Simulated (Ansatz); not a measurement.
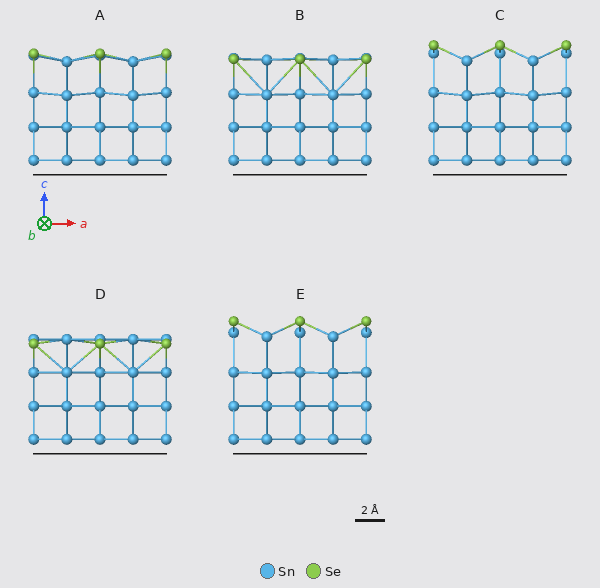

5 geometries from one constrained relaxation of a slab of composition Sn8Se (cut from the Fd-3m phase), in shuffled order. Style: ball-and-stick. Shown: the 2 × 1 repeat of the cell, outlined in the plane, without the vacuum, along the b axis.

Case: Se put at a hollow Sn-Sn-Sn site. The slab is the (1 1 0) face of Sn with Se on it. 4 atoms are held fixed.

Level of theory: DFT PBEsol, scalar-relativistic, plane waves, PAW in Ansatz. Settings: plane-wave cutoff 420 eV; k-point mesh 6 × 5 × 1; occupations gaussian; smearing width 0.1 eV; no spin polarisation; dipole correction; atoms relaxed in a fixed cell; force threshold 0.03 eV/Å; at most 70 steps.

### Order the frames from highest to lowest energy.

D, B, A, C, E. They are steps 0, 2, 4, 7, 11, at +1.180 eV per cell of the calculation, +0.555 eV per cell of the calculation, +0.270 eV per cell of the calculation, +41.4 meV per cell of the calculation relative to the last. The energy falls by 1.180 eV per cell of the calculation in 11 geometry steps. The largest force component goes from 1.8 to 0.026 eV/Å. The atom that moves furthest is the Se atom (1.57 Å along the normal (+c)). Largest moves by element: Se 1.57 Å, Sn 0.85 Å. The lattice vectors keep their values. Some distances before and after: Se–Sn 2.592 → 3.965 Å, Se–Sn 3.061 → 4.310 Å, Se–Sn 3.279 → 3.992 Å, Sn–Sn 2.828 → 3.470 Å. Bonds break: Se–Sn (2.59 → 3.97 Å). Among the angles between lasting bonds that change: Sn–Sn–Se 65.3° → 95.7°, Sn–Sn–Sn 110.0° → 128.6°, Sn–Sn–Sn 109.6° → 101.7°. Cost: 7.2 min on 2 threads of Arm Neoverse V2 (shared host), peak memory 1.4 GiB.

Limits of the set-up: the periodic images lie only 4.6 Å apart, so the values are limited by the cell's size.
